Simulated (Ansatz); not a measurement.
**Si: geometry relaxation (part 2 of 2)**

Si (R-3m, 6 atoms in the cell); DFT PBE, scalar-relativistic, plane waves, PAW, no spin polarisation (Ansatz 0.2.0); cutoff 420 eV, 12×12×12 k-mesh, Gaussian smearing of 0.1 eV. The structure was made by a generator, so it may or may not be a known phase.

Geometry of the input (Å; fractional positions):
```
3.1236  1.8034  3.4539
-3.1236  1.8034  3.4539
0.0000  -3.6068  3.4539
Si 0.1381  0.1381  0.5544
Si 0.5544  0.1381  0.1381
Si 0.1381  0.5544  0.1381
Si 0.4456  0.8619  0.8619
Si 0.8619  0.8619  0.4456
Si 0.8619  0.4456  0.8619
```

```
basis re-selected at this cell: Δ(F+E_penalty+E_count) = -1.518e-5 eV, ΔP = +0.000 GPa vs the last step (what re-selecting the basis moved, of the pressure what is left beyond the Pulay correction that the steps carried, after the strain that the cell walked since its last selection, with what the two solves' SCF thresholds leave and, on support functions, any second-order correction that the steps lacked; it is no measure of the basis error at this ecutwfc). This SCF's stress stands 1.91e-2 GPa from its target on what of the cell is left free (relax.cell.stress_tol is 5.00e-2 GPa) and its largest allowed force component is 1.61e-3 eV/Å (relax.f_tol is 1.00e-2 eV/Å): within both
SCF converged after 5 iterations
Free energy (F): -3812.681096 eV
Harris-Foulkes:  -3812.681096 eV  (|F-HF|=9.09e-13)
Internal energy: -3812.669877 eV  (E = F + TS)
E sigma→0 (E₀):  -3812.675487 eV
Entropy (-TS):   -0.011218 eV (-1.870 meV/atom)
Fermi energy:    6.863939 eV
--- Per-component energies (eV) ---
  E_band       = 36.601015
  E_kinetic    = 239.468972
  E_local      = -152.844489  (includes V_loc(G=0)·N_el)
  E_nonlocal   = 154.875244
  E_hartree    = 44.132081
  E_xc         = -330.792275
  E_vxc        = -279.902120  (∫ρ·V_xc dr)
  E_paw        = -3074.969264  (= ΣΔE_a)
  E_vpaw       = -13.260780  (= ΣTr[D̂ρ^β])
  E_aug_tail   = 0.000039  (compensation charges beyond the density's cutoff)
  E_ewald      = -692.540185
  E_smearing   = -0.011218  (= −TS)
  E_closure    = 0.000000  (closes the sum)
  Σ components = -3812.681096   (vs F -3812.681096, Δ=0.00e0)
--- Forces (eV/Å), atoms counted from 1 ---
  atom   1  Si    -0.00000000     0.00005729    -0.00161008
  atom   2  Si    -0.00004962    -0.00002865    -0.00161008
  atom   3  Si     0.00004962    -0.00002865    -0.00161008
  atom   4  Si     0.00004962     0.00002865     0.00161008
  atom   5  Si     0.00000000    -0.00005729     0.00161008
  atom   6  Si    -0.00004962     0.00002865     0.00161008
  max |Σ_I F_I| component: 1.86e-17 eV/Å
--- Stress (GPa, compression-positive) ---
        0.019103      -0.000000       0.000000
       -0.000000       0.019103      -0.000000
        0.000000      -0.000000       0.007404
  P = ⅓ Tr σ = 0.0152 GPa (0.152 kbar)
--- Band table (eV; the first three rows and the last of 189) ---
  k-point 0: bands = ["-5.7142", "-0.7478", "-0.7478", "-0.2619", "0.0996", "0.0996", "2.5597", "3.6728", "3.6728", "4.2419", "5.8108", "5.8108", "6.5246", "7.4414", "8.0505", "9.5664", "9.8425", "9.8425"]
  k-point 1: bands = ["-5.6744", "-1.2277", "-0.7383", "-0.0990", "0.1211", "0.3798", "2.6739", "3.5390", "3.6372", "4.1425", "5.8578", "6.0370", "6.3499", "7.5734", "8.0574", "9.1214", "9.4135", "9.7964"]
  k-point 2: bands = ["-5.5554", "-1.9106", "-0.7079", "-0.0584", "0.1727", "0.9035", "2.9656", "3.2763", "3.5711", "3.9483", "5.8950", "5.9011", "6.5784", "7.8809", "8.2094", "8.5291", "9.2505", "10.0192"]
  k-point 188: bands = ["-3.6925", "-2.5536", "-1.9309", "-1.9309", "0.0981", "0.0981", "0.7139", "2.3492", "5.5031", "5.5031", "7.8071", "9.0803", "9.0803", "9.6979", "9.8044", "9.8044", "10.0283", "10.5347"]
--- Relaxed structure (4 steps of the walk, 4 accepted, 1 SCFs on fresh bases) ---
  F+E_penalty+E_count = -3812.68109568 eV   max|allowed force component| = 1.610e-3 eV/Å   (the final SCF, on the basis selected at the relaxed cell)
  cell:  # Å, volume = 116.8463 Å³
    - [3.1376280419453413, 1.8115103946505944, 3.4262694031965797]
    - [-3.1376280419453413, 1.8115103946505944, 3.4262694031965797]
    - [-6.235295091790847e-34, -3.6230207892515884, 3.426269403222804]
  atoms:
    - { symbol: Si, position: [0.13898260210315924, 0.13898260210315924, 0.5552421171814903] }
    - { symbol: Si, position: [0.5552421171814903, 0.1389826021031592, 0.13898260210315927] }
    - { symbol: Si, position: [0.1389826021031592, 0.5552421171814903, 0.13898260210315927] }
    - { symbol: Si, position: [0.4447578828185098, 0.861017397896841, 0.861017397896841] }
    - { symbol: Si, position: [0.8610173978968407, 0.8610173978968407, 0.4447578828185099] }
    - { symbol: Si, position: [0.861017397896841, 0.4447578828185098, 0.861017397896841] }
```

**Trajectory as extended XYZ (Å, eV, eV/Å), 5 frames, from step=1 to step=5**
```
6
Lattice="3.1236 1.8034 3.4539 -3.1236 1.8034 3.4539 0.0000 -3.6068 3.4539" Properties=species:S:1:pos:R:3:forces:R:3 step=1 energy=-3812.67783 pressure_GPa=0.10
Si    0.0000   -1.5013    2.8689    0.0000  -0.0085   0.0398
Si    1.3002    0.7507    2.8689    0.0074   0.0043   0.0398
Si   -1.3002    0.7507    2.8689   -0.0074   0.0043   0.0398
Si   -1.3002   -0.7507    7.4927   -0.0074  -0.0043  -0.0398
Si    0.0000    1.5013    7.4927    0.0000   0.0085  -0.0398
Si    1.3002   -0.7507    7.4927    0.0074  -0.0043  -0.0398
6
Lattice="3.1349 1.8099 3.4316 -3.1349 1.8099 3.4316 0.0000 -3.6199 3.4316" Properties=species:S:1:pos:R:3:forces:R:3 step=2 energy=-3812.68049 pressure_GPa=0.01
Si    0.0000   -1.5036    2.8568    0.0000  -0.0417   0.0157
Si    1.3021    0.7518    2.8568    0.0362   0.0209   0.0157
Si   -1.3021    0.7518    2.8568   -0.0362   0.0209   0.0157
Si   -1.3021   -0.7518    7.4379   -0.0362  -0.0209  -0.0157
Si    0.0000    1.5036    7.4379    0.0000   0.0417  -0.0157
Si    1.3021   -0.7518    7.4379    0.0362  -0.0209  -0.0157
6
Lattice="3.1387 1.8121 3.4266 -3.1387 1.8121 3.4266 0.0000 -3.6243 3.4266" Properties=species:S:1:pos:R:3:forces:R:3 step=3 energy=-3812.68105 pressure_GPa=-0.04
Si    0.0000   -1.5092    2.8550    0.0000   0.0063   0.0018
Si    1.3070    0.7546    2.8550   -0.0055  -0.0032   0.0018
Si   -1.3070    0.7546    2.8550    0.0055  -0.0032   0.0018
Si   -1.3070   -0.7546    7.4246    0.0055   0.0032  -0.0018
Si    0.0000    1.5092    7.4246    0.0000  -0.0063  -0.0018
Si    1.3070   -0.7546    7.4246   -0.0055   0.0032  -0.0018
6
Lattice="3.1376 1.8115 3.4263 -3.1376 1.8115 3.4263 0.0000 -3.6230 3.4263" Properties=species:S:1:pos:R:3:forces:R:3 step=4 energy=-3812.68108 pressure_GPa=0.01
Si    0.0000   -1.5081    2.8548    0.0000   0.0001  -0.0016
Si    1.3061    0.7541    2.8548   -0.0001   0.0000  -0.0016
Si   -1.3061    0.7541    2.8548    0.0001   0.0000  -0.0016
Si   -1.3061   -0.7541    7.4240    0.0001   0.0000   0.0016
Si    0.0000    1.5081    7.4240    0.0000  -0.0001   0.0016
Si    1.3061   -0.7541    7.4240   -0.0001   0.0000   0.0016
6
Lattice="3.1376 1.8115 3.4263 -3.1376 1.8115 3.4263 0.0000 -3.6230 3.4263" Properties=species:S:1:pos:R:3:forces:R:3 step=5 energy=-3812.68110 pressure_GPa=0.02
Si    0.0000   -1.5081    2.8548    0.0000   0.0001  -0.0016
Si    1.3061    0.7541    2.8548   -0.0001   0.0000  -0.0016
Si   -1.3061    0.7541    2.8548    0.0001   0.0000  -0.0016
Si   -1.3061   -0.7541    7.4240    0.0001   0.0000   0.0016
Si    0.0000    1.5081    7.4240    0.0000  -0.0001   0.0016
Si    1.3061   -0.7541    7.4240   -0.0001   0.0000   0.0016
```

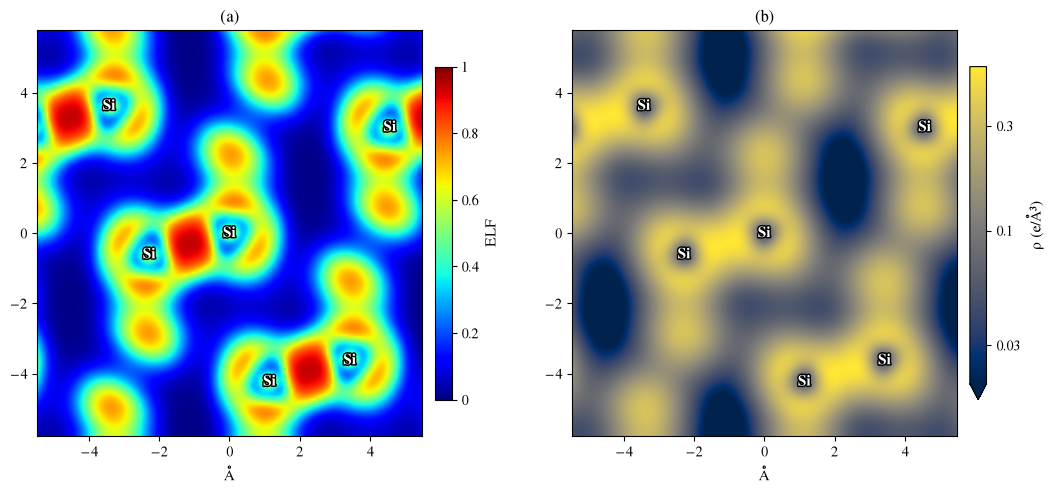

Figure 1. (a) ELF; (b) valence charge density (pseudo) on the (110) plane of the conventional cell. Atoms in the plane: Si. Away from the nuclei the density in this plane falls to 0.009 e/Å³ at its lowest. Core electrons are frozen (PAW), so the fields are smoothed inside the atomic spheres.

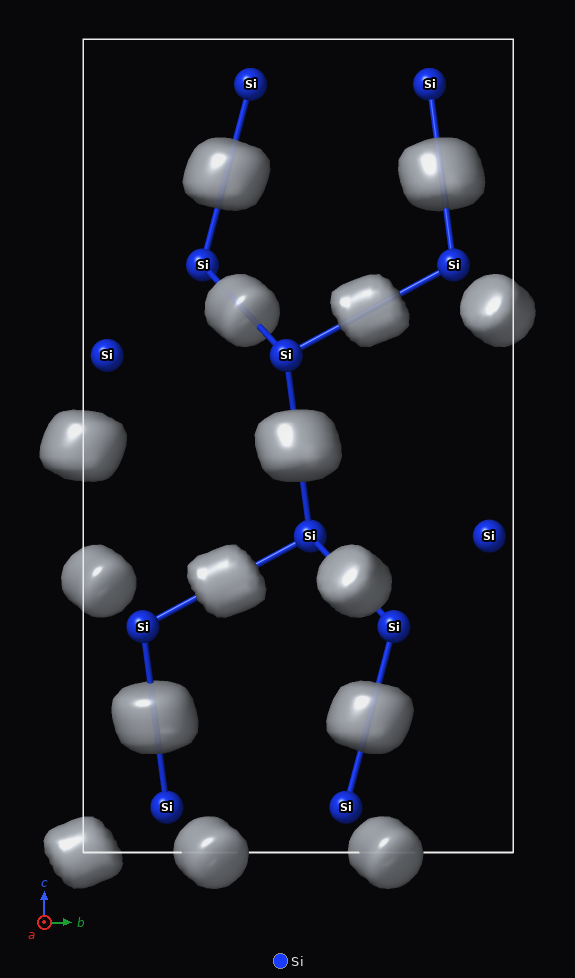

Figure 2. Isosurface of the ELF at 0.85 (grey), seen along the a axis. Core shells and regions of very low density are left out. Sticks mark near contacts. The outline is the cell set on symmetry axes. The ELF exceeds this value in 27 regions between bonded Si–Si atoms (shared pairs), counted in one cell of 18 atoms. Profiles from the grid: Si–Si (2.36 Å): the ELF peaks at about 0.95 between the atoms, which marks localised, shared-pair bonding. Si–Si (2.40 Å): the ELF peaks at about 0.90 between the atoms, as expected for localised, shared-pair bonding.

**Summary**

```json
{"quantity": "outcome", "value": "converged"}
{"quantity": "space group (tolerance 0.01 Å)", "value": "R-3m (166)"}
{"quantity": "electrons treated", "value": "24"}
{"quantity": "free energy", "value": "−3812.6811 eV"}
{"quantity": "Fermi energy", "value": "6.864 eV"}
{"quantity": "gap on the k-point mesh", "value": "none (metallic)"}
{"quantity": "pressure", "value": "0.02 GPa"}
{"quantity": "final volume", "value": "116.85 Å³"}
{"quantity": "largest force (length of the vector) at the end", "value": "0.002 eV/Å"}
{"quantity": "final cell", "value": "a = 4.987 Å, b = 4.987 Å, c = 4.987 Å, α = 77.99°, β = 77.99°, γ = 77.99°"}
{"quantity": "hardware", "value": "1 thread of Arm Neoverse V1, 24 GiB of memory available, shared host"}
{"quantity": "wall time", "value": "2.5 min"}
{"quantity": "peak memory", "value": "0.61 GiB"}
```
